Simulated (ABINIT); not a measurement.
**Cu: geometry relaxation (part 2 of 3)**

The same run, continued: Cu (I4/mmm, 1 atom in the cell); Kohn-Sham DFT of a periodic cell, PW91, JTH PAW PBE v2.0, no spin polarisation (ABINIT 10.8.3); cutoff 843.55 eV, 10×10×10 k-mesh, fermi-dirac of 0.05 eV. The structure derives from a Materials Project entry.

Geometry of the input (Å; fractional positions):
```
-1.4428  1.4428  1.3761
1.4428  -1.4428  1.3761
1.4428  1.4428  -1.3761
Cu 0.0000  0.0000  0.0000
```

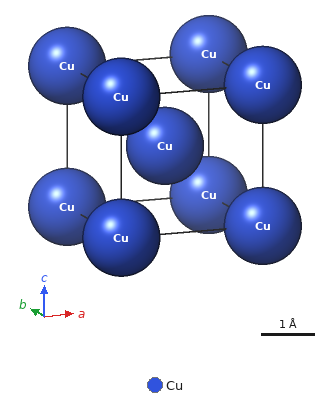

*The starting structure (spheres-only view of the cell 2 times as large as that of the calculation, set on its symmetry axes, seen slightly off an axis). An atom can appear more than once, as a periodic image.*

## What the program printed, continued
```
 Cartesian coordinates (xcart) [bohr]
  0.00000000000000E+00  0.00000000000000E+00  0.00000000000000E+00
 Reduced coordinates (xred)
  0.00000000000000E+00  0.00000000000000E+00  0.00000000000000E+00
 Cartesian forces (fcart) [Ha/bohr]; max,rms= 0.00000E+00 0.00000E+00 (free atoms)
 -0.00000000000000E+00 -0.00000000000000E+00 -0.00000000000000E+00
 Gradient of E wrt nuclear positions in reduced coordinates (gred)
 -0.00000000000000E+00 -0.00000000000000E+00 -0.00000000000000E+00
 Scale of Primitive Cell (acell) [bohr]
  4.68591818641402E+00  4.68591818641402E+00  4.68591818641402E+00
 Real space primitive translations (rprimd) [bohr]
 -2.74852280865936E+00  2.74852280865936E+00  2.61707355462627E+00
  2.74852280865936E+00 -2.74852280865936E+00  2.61707355462627E+00
  2.74852280865936E+00  2.74852280865936E+00 -2.61707355462627E+00
 Unitary Cell Volume (ucvol) [Bohr^3]=  7.90814476656099E+01
 Angles (23,13,12)= [degrees]
  1.08174943508651E+02  1.08174943508651E+02  1.12096094279526E+02
 Lengths [Bohr]
  4.68591818641402E+00  4.68591818641402E+00  4.68591818641402E+00
 Stress tensor in cartesian coordinates (strten) [Ha/bohr^3]
 -1.43757954043505E-04  0.00000000000000E+00  0.00000000000000E+00
  0.00000000000000E+00 -1.43757954043533E-04  0.00000000000000E+00
  0.00000000000000E+00  0.00000000000000E+00 -8.44005580549062E-05
 Total energy (etotal) [Ha]= -1.98101097687396E+02

 Difference of energy with previous step (new-old):
           Absolute (Ha)=-3.32072E-04
           Relative     =-1.67628E-06

--- Iteration: ( 3/60) Internal Cycle: (1/1)
--------------------------------------------------------------------------------

---SELF-CONSISTENT-FIELD CONVERGENCE--------------------------------------------

--- !BeginCycle
iteration_state: {dtset: 1, itime: 3, icycle: 1, }
solver: {iscf: 17, nstep: 100, nline: 4, wfoptalg: 10, }
tolerances: {tolvrs: 1.00E-09, }
...

     iter   Etot(hartree)      deltaE(h)  residm     nres2
 ETOT  1  -198.12016685503    -1.981E+02 4.674E+01 2.408E+01
 ETOT  2  -198.17592825944    -5.576E-02 1.654E-02 5.032E+01
 ETOT  3  -198.10090370134     7.502E-02 7.479E-02 2.326E-01
 ETOT  4  -198.10122135238    -3.177E-04 5.566E-04 1.849E-02
 ETOT  5  -198.10123658578    -1.523E-05 3.606E-05 3.010E-04
 ETOT  6  -198.10123662274    -3.696E-08 3.635E-06 1.179E-04
 ETOT  7  -198.10123659028     3.246E-08 4.716E-07 2.387E-06
 ETOT  8  -198.10123658967     6.065E-10 8.350E-08 1.816E-08
 ETOT  9  -198.10123658994    -2.697E-10 1.950E-07 7.669E-08
 ETOT 10  -198.10123658987     6.980E-11 6.510E-07 6.991E-10

 At SCF step   10       nres2   =  6.99E-10 < tolvrs=  1.00E-09 =>converged.

 Cartesian components of stress tensor (hartree/bohr^3)
  sigma(1 1)= -2.91332846E-05  sigma(3 2)=  0.00000000E+00
  sigma(2 2)= -2.91332846E-05  sigma(3 1)=  0.00000000E+00
  sigma(3 3)=  3.48551926E-05  sigma(2 1)=  0.00000000E+00

--- !ResultsGS
iteration_state: {dtset: 1, itime: 3, icycle: 1, }
comment   : Summary of ground state results
lattice_vectors:
- [ -2.7753924,   2.7753924,   2.6276448, ]
- [  2.7753924,  -2.7753924,   2.6276448, ]
- [  2.7753924,   2.7753924,  -2.6276448, ]
lattice_lengths: [   4.72336,    4.72336,    4.72336, ]
lattice_angles: [108.028, 108.028, 112.398, ] # degrees, (23, 13, 12)
lattice_volume:   8.0960922E+01
convergence: {deltae:  6.980E-11, res2:  6.991E-10, residm:  6.510E-07, diffor: null, }
etotal    :  -1.98101237E+02
entropy   :   0.00000000E+00
fermie    :   2.52915610E-01
cartesian_stress_tensor: # hartree/bohr^3
- [ -2.91332846E-05,   0.00000000E+00,   0.00000000E+00, ]
- [  0.00000000E+00,  -2.91332846E-05,   0.00000000E+00, ]
- [  0.00000000E+00,   0.00000000E+00,   3.48551926E-05, ]
pressure_GPa:   2.2960E-01
xred      :
- [  0.0000E+00,   0.0000E+00,   0.0000E+00, Cu]
cartesian_forces: # hartree/bohr
- [ -0.00000000E+00,  -0.00000000E+00,  -0.00000000E+00, ]
force_length_stats: {min:   0.00000000E+00, max:   0.00000000E+00, mean:   0.00000000E+00, }
...

 Integrated electronic density in atomic spheres:
 ------------------------------------------------
 Atom  Sphere_radius  Integrated_density
    1        2.00090         17.36205873

---OUTPUT-----------------------------------------------------------------------

 Cartesian coordinates (xcart) [bohr]
  0.00000000000000E+00  0.00000000000000E+00  0.00000000000000E+00
 Reduced coordinates (xred)
  0.00000000000000E+00  0.00000000000000E+00  0.00000000000000E+00
 Cartesian forces (fcart) [Ha/bohr]; max,rms= 0.00000E+00 0.00000E+00 (free atoms)
 -0.00000000000000E+00 -0.00000000000000E+00 -0.00000000000000E+00
 Gradient of E wrt nuclear positions in reduced coordinates (gred)
 -0.00000000000000E+00 -0.00000000000000E+00 -0.00000000000000E+00
 Scale of Primitive Cell (acell) [bohr]
  4.72335933435824E+00  4.72335933435824E+00  4.72335933435824E+00
 Real space primitive translations (rprimd) [bohr]
 -2.77539242775816E+00  2.77539242775816E+00  2.62764479055951E+00
  2.77539242775816E+00 -2.77539242775816E+00  2.62764479055951E+00
  2.77539242775816E+00  2.77539242775816E+00 -2.62764479055951E+00
 Unitary Cell Volume (ucvol) [Bohr^3]=  8.09609220485811E+01
 Angles (23,13,12)= [degrees]
  1.08027842083429E+02  1.08027842083429E+02  1.12398227782528E+02
 Lengths [Bohr]
  4.72335933435824E+00  4.72335933435824E+00  4.72335933435824E+00
 Stress tensor in cartesian coordinates (strten) [Ha/bohr^3]
 -2.91332845598208E-05  0.00000000000000E+00  0.00000000000000E+00
  0.00000000000000E+00 -2.91332845597653E-05  0.00000000000000E+00
  0.00000000000000E+00  0.00000000000000E+00  3.48551926293850E-05
 Total energy (etotal) [Ha]= -1.98101236589874E+02

 Difference of energy with previous step (new-old):
           Absolute (Ha)=-1.38902E-04
           Relative     =-7.01169E-07

--- Iteration: ( 4/60) Internal Cycle: (1/1)
--------------------------------------------------------------------------------

---SELF-CONSISTENT-FIELD CONVERGENCE--------------------------------------------

--- !BeginCycle
iteration_state: {dtset: 1, itime: 4, icycle: 1, }
solver: {iscf: 17, nstep: 100, nline: 4, wfoptalg: 10, }
tolerances: {tolvrs: 1.00E-09, }
...

     iter   Etot(hartree)      deltaE(h)  residm     nres2
 ETOT  1  -198.10192445981    -1.981E+02 5.505E-02 8.526E-01
 ETOT  2  -198.10355598380    -1.632E-03 1.003E-04 1.836E+00
 ETOT  3  -198.10128726627     2.269E-03 2.578E-03 5.700E-02
 ETOT  4  -198.10125385251     3.341E-05 1.599E-04 1.153E-03
 ETOT  5  -198.10125596889    -2.116E-06 9.700E-06 9.540E-05
 ETOT  6  -198.10125586767     1.012E-07 2.748E-06 1.568E-05
 ETOT  7  -198.10125586908    -1.406E-09 5.362E-06 2.982E-07
 ETOT  8  -198.10125586983    -7.486E-10 9.703E-07 4.179E-09
 ETOT  9  -198.10125586987    -3.931E-11 2.678E-06 1.163E-08
 ETOT 10  -198.10125586985     1.123E-11 4.977E-07 2.999E-11

 At SCF step   10       nres2   =  3.00E-11 < tolvrs=  1.00E-09 =>converged.

 Cartesian components of stress tensor (hartree/bohr^3)
  sigma(1 1)= -1.13081457E-05  sigma(3 2)=  0.00000000E+00
  sigma(2 2)= -1.13081457E-05  sigma(3 1)=  0.00000000E+00
  sigma(3 3)=  5.22551176E-05  sigma(2 1)=  0.00000000E+00

--- !ResultsGS
iteration_state: {dtset: 1, itime: 4, icycle: 1, }
comment   : Summary of ground state results
lattice_vectors:
- [ -2.7842524,   2.7842524,   2.6211990, ]
- [  2.7842524,  -2.7842524,   2.6211990, ]
- [  2.7842524,   2.7842524,  -2.6211990, ]
lattice_lengths: [   4.73020,    4.73020,    4.73020, ]
lattice_angles: [107.883, 107.883, 112.697, ] # degrees, (23, 13, 12)
lattice_volume:   8.1278780E+01
convergence: {deltae:  1.123E-11, res2:  2.999E-11, residm:  4.977E-07, diffor: null, }
etotal    :  -1.98101256E+02
entropy   :   0.00000000E+00
fermie    :   2.51213675E-01
cartesian_stress_tensor: # hartree/bohr^3
- [ -1.13081457E-05,   0.00000000E+00,   0.00000000E+00, ]
- [  0.00000000E+00,  -1.13081457E-05,   0.00000000E+00, ]
- [  0.00000000E+00,   0.00000000E+00,   5.22551176E-05, ]
pressure_GPa:  -2.9067E-01
xred      :
- [  0.0000E+00,   0.0000E+00,   0.0000E+00, Cu]
cartesian_forces: # hartree/bohr
- [ -0.00000000E+00,  -0.00000000E+00,  -0.00000000E+00, ]
force_length_stats: {min:   0.00000000E+00, max:   0.00000000E+00, mean:   0.00000000E+00, }
...

 Integrated electronic density in atomic spheres:
 ------------------------------------------------
 Atom  Sphere_radius  Integrated_density
    1        2.00090         17.35703258

---OUTPUT-----------------------------------------------------------------------

 Cartesian coordinates (xcart) [bohr]
  0.00000000000000E+00  0.00000000000000E+00  0.00000000000000E+00
 Reduced coordinates (xred)
  0.00000000000000E+00  0.00000000000000E+00  0.00000000000000E+00
 Cartesian forces (fcart) [Ha/bohr]; max,rms= 0.00000E+00 0.00000E+00 (free atoms)
 -0.00000000000000E+00 -0.00000000000000E+00 -0.00000000000000E+00
 Gradient of E wrt nuclear positions in reduced coordinates (gred)
 -0.00000000000000E+00 -0.00000000000000E+00 -0.00000000000000E+00
 Scale of Primitive Cell (acell) [bohr]
  4.73020154136798E+00  4.73020154136798E+00  4.73020154136798E+00
 Real space primitive translations (rprimd) [bohr]
 -2.78425237518412E+00  2.78425237518412E+00  2.62119897080004E+00
  2.78425237518412E+00 -2.78425237518412E+00  2.62119897080003E+00
  2.78425237518412E+00  2.78425237518412E+00 -2.62119897080004E+00
 Unitary Cell Volume (ucvol) [Bohr^3]=  8.12787802862700E+01
 Angles (23,13,12)= [degrees]
  1.07882883885816E+02  1.07882883885816E+02  1.12696850850926E+02
 Lengths [Bohr]
  4.73020154136798E+00  4.73020154136798E+00  4.73020154136798E+00
 Stress tensor in cartesian coordinates (strten) [Ha/bohr^3]
 -1.13081456646763E-05  0.00000000000000E+00  0.00000000000000E+00
  0.00000000000000E+00 -1.13081456647735E-05  0.00000000000000E+00
  0.00000000000000E+00  0.00000000000000E+00  5.22551176131286E-05
 Total energy (etotal) [Ha]= -1.98101255869854E+02

 Difference of energy with previous step (new-old):
           Absolute (Ha)=-1.92800E-05
           Relative     =-9.73239E-08

--- Iteration: ( 5/60) Internal Cycle: (1/1)
--------------------------------------------------------------------------------

---SELF-CONSISTENT-FIELD CONVERGENCE--------------------------------------------

--- !BeginCycle
iteration_state: {dtset: 1, itime: 5, icycle: 1, }
solver: {iscf: 17, nstep: 100, nline: 4, wfoptalg: 10, }
tolerances: {tolvrs: 1.00E-09, }
...

     iter   Etot(hartree)      deltaE(h)  residm     nres2
 ETOT  1  -198.10854455611    -1.981E+02 1.321E+03 1.134E+01
 ETOT  2  -198.11792928995    -9.385E-03 3.553E-01 1.279E+01
 ETOT  3  -198.10379975432     1.413E-02 3.348E-01 2.487E+00
 ETOT  4  -198.10127658918     2.523E-03 1.350E-01 3.739E-03
 ETOT  5  -198.10132357208    -4.698E-05 1.942E-03 6.440E-04
 ETOT  6  -198.10132338412     1.880E-07 5.183E-04 3.097E-04
 ETOT  7  -198.10132316239     2.217E-07 2.405E-05 6.236E-06
 ETOT  8  -198.10132316462    -2.240E-09 6.767E-05 1.606E-06
 ETOT  9  -198.10132316408     5.475E-10 9.092E-04 7.790E-08
 ETOT 10  -198.10132316416    -8.558E-11 2.379E-08 1.226E-07
 ETOT 11  -198.10132316403     1.328E-10 3.727E-08 1.350E-09
 ETOT 12  -198.10132316403    -1.421E-12 1.161E-01 5.276E-10

 At SCF step   12       nres2   =  5.28E-10 < tolvrs=  1.00E-09 =>converged.

 Cartesian components of stress tensor (hartree/bohr^3)
  sigma(1 1)=  4.20658456E-05  sigma(3 2)=  0.00000000E+00
  sigma(2 2)=  4.20658456E-05  sigma(3 1)=  0.00000000E+00
  sigma(3 3)=  7.61531093E-05  sigma(2 1)=  0.00000000E+00

--- !ResultsGS
iteration_state: {dtset: 1, itime: 5, icycle: 1, }
comment   : Summary of ground state results
lattice_vectors:
- [ -2.8246769,   2.8246769,   2.5734245, ]
- [  2.8246769,  -2.8246769,   2.5734245, ]
- [  2.8246769,   2.8246769,  -2.5734245, ]
lattice_lengths: [   4.75185,    4.75185,    4.75185, ]
lattice_angles: [107.055, 107.055, 114.420, ] # degrees, (23, 13, 12)
lattice_volume:   8.2131355E+01
convergence: {deltae: -1.421E-12, res2:  5.276E-10, residm:  1.161E-01, diffor: null, }
etotal    :  -1.98101323E+02
entropy   :   0.00000000E+00
fermie    :   2.46515899E-01
cartesian_stress_tensor: # hartree/bohr^3
- [  4.20658456E-05,   0.00000000E+00,   0.00000000E+00, ]
- [  0.00000000E+00,   4.20658456E-05,   0.00000000E+00, ]
- [  0.00000000E+00,   0.00000000E+00,   7.61531093E-05, ]
pressure_GPa:  -1.5719E+00
xred      :
- [  0.0000E+00,   0.0000E+00,   0.0000E+00, Cu]
cartesian_forces: # hartree/bohr
- [ -0.00000000E+00,  -0.00000000E+00,  -0.00000000E+00, ]
force_length_stats: {min:   0.00000000E+00, max:   0.00000000E+00, mean:   0.00000000E+00, }
...

 Integrated electronic density in atomic spheres:
 ------------------------------------------------
 Atom  Sphere_radius  Integrated_density
    1        2.00090         17.35071559

---OUTPUT-----------------------------------------------------------------------

 Cartesian coordinates (xcart) [bohr]
  0.00000000000000E+00  0.00000000000000E+00  0.00000000000000E+00
 Reduced coordinates (xred)
  0.00000000000000E+00  0.00000000000000E+00  0.00000000000000E+00
 Cartesian forces (fcart) [Ha/bohr]; max,rms= 0.00000E+00 0.00000E+00 (free atoms)
 -0.00000000000000E+00 -0.00000000000000E+00 -0.00000000000000E+00
 Gradient of E wrt nuclear positions in reduced coordinates (gred)
 -0.00000000000000E+00 -0.00000000000000E+00 -0.00000000000000E+00
 Scale of Primitive Cell (acell) [bohr]
  4.75185365063572E+00  4.75185365063571E+00  4.75185365063572E+00
 Real space primitive translations (rprimd) [bohr]
 -2.82467691181282E+00  2.82467691181282E+00  2.57342452867831E+00
  2.82467691181282E+00 -2.82467691181282E+00  2.57342452867831E+00
  2.82467691181282E+00  2.82467691181282E+00 -2.57342452867831E+00
 Unitary Cell Volume (ucvol) [Bohr^3]=  8.21313549779636E+01
 Angles (23,13,12)= [degrees]
  1.07055006481578E+02  1.07055006481578E+02  1.14419897897766E+02
 Lengths [Bohr]
  4.75185365063572E+00  4.75185365063571E+00  4.75185365063572E+00
 Stress tensor in cartesian coordinates (strten) [Ha/bohr^3]
  4.20658455537876E-05  0.00000000000000E+00  0.00000000000000E+00
  0.00000000000000E+00  4.20658455537737E-05  0.00000000000000E+00
  0.00000000000000E+00  0.00000000000000E+00  7.61531092726697E-05
 Total energy (etotal) [Ha]= -1.98101323164032E+02

 Difference of energy with previous step (new-old):
           Absolute (Ha)=-6.72942E-05
           Relative     =-3.39696E-07

--- Iteration: ( 6/60) Internal Cycle: (1/1)
--------------------------------------------------------------------------------

---SELF-CONSISTENT-FIELD CONVERGENCE--------------------------------------------

--- !BeginCycle
iteration_state: {dtset: 1, itime: 6, icycle: 1, }
solver: {iscf: 17, nstep: 100, nline: 4, wfoptalg: 10, }
tolerances: {tolvrs: 1.00E-09, }
...

     iter   Etot(hartree)      deltaE(h)  residm     nres2
 ETOT  1  -198.10230687497    -1.981E+02 1.039E+00 1.625E+00
 ETOT  2  -198.10295699146    -6.501E-04 1.399E-02 1.395E+00
 ETOT  3  -198.10201891335     9.381E-04 3.489E-03 6.185E-01
 ETOT  4  -198.10134518671     6.737E-04 6.073E-04 9.166E-04
 ETOT  5  -198.10135187553    -6.689E-06 4.193E-05 2.692E-04
 ETOT  6  -198.10135166054     2.150E-07 9.613E-06 1.218E-05
 ETOT  7  -198.10135166929    -8.746E-09 3.558E-05 7.873E-07
 ETOT  8  -198.10135166880     4.843E-10 8.696E-04 1.509E-07
 ETOT  9  -198.10135166869     1.148E-10 2.662E-03 1.282E-09
 ETOT 10  -198.10135166870    -6.565E-12 2.005E-03 1.405E-10

 At SCF step   10       nres2   =  1.41E-10 < tolvrs=  1.00E-09 =>converged.

 Cartesian components of stress tensor (hartree/bohr^3)
  sigma(1 1)=  3.46147234E-05  sigma(3 2)=  0.00000000E+00
  sigma(2 2)=  3.46147234E-05  sigma(3 1)=  0.00000000E+00
  sigma(3 3)=  4.35228054E-05  sigma(2 1)=  0.00000000E+00
```
